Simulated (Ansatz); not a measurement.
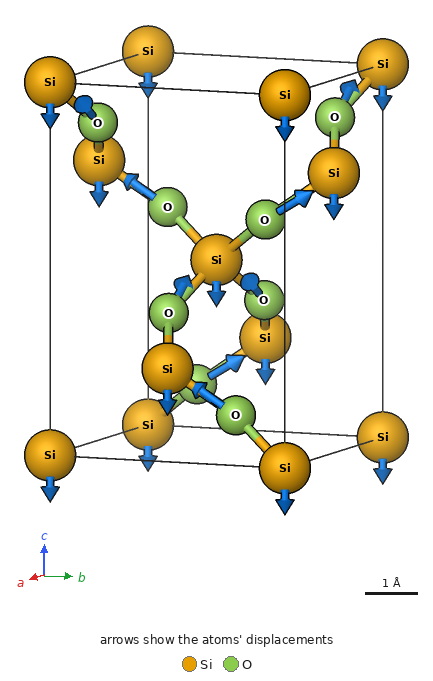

Lattice vibrations of solid SiO₂, at the zone centre. The optical levels lie at 135 (×2), 333, 358, 415, 426, 447 (×2), 767, 781 (×2), 1079, 1089 (×2), 1120 cm⁻¹. One mode is drawn. The blue arrows give the relative displacements of the atoms. Style: ball-and-stick. Shown: the conventional cell (2 times the calculation's cell), slightly off an axis. Lengths and directions refer to the drawn axes.

All numbers below come from Ansatz, DFT LDA, scalar-relativistic, plane waves, PAW. Set-up: plane-wave cutoff 420 eV; k-point mesh 8 × 8 × 8; occupations gaussian; smearing width 0.05 eV; no spin polarisation.

Frequencies are those without the non-analytic (LO–TO) term.

**Which of these frequencies is the drawn mode's?**

The level at 1079 cm⁻¹. This is the B₂ mode, optical level 9 of 11, counted from below, infrared- and Raman-active by symmetry. Of the bonds it mainly stretches O–Si, some lengthening while others shorten; the kinetic energy is shared as O 76 %, Si 24 %.
